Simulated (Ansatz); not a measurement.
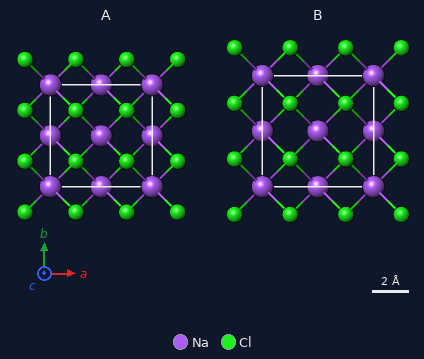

Two geometries of a crystal of NaCl (built on the zincblende type), drawn at one scale. One is the start of a relaxation, the other its converged end. Style: ball-and-stick. Shown: the conventional cell (4 times the calculation's cell), along the c axis. Lengths and directions refer to the drawn axes.

Theory: Ansatz 0.2.0, DFT, PBE, plane waves, PAW. Set-up: plane-wave cutoff 420 eV; k-point mesh 8 × 8 × 8; occupations fermi dirac; smearing width 0.02 eV; no spin polarisation; cell and atoms relaxed; force threshold 0.005 eV/Å.

Which one is relaxed?

Structure B is the relaxed one. The atoms keep their places relative to the cell (all moves are under 0.005 Å). The volume changes by +30.2 %, with a = b = c 5.726 → 6.253 Å (+9.2 %). Near-neighbour distances that change, for instance: Cl–Na 2.479 → 2.708 Å. The space group stays F-43m (No. 216). After 5 accepted moves (7 points after the start) the energy has fallen by 141 meV per atom. All forces vanish by symmetry, so only the cell relaxes. Pressure: 8.07 GPa at the start and 0.01 GPa at the end. The SCF was repeated twice at an unchanged geometry on a basis and grid sized afresh for the cell, which shifted the energy by 1.3 meV per atom at most.
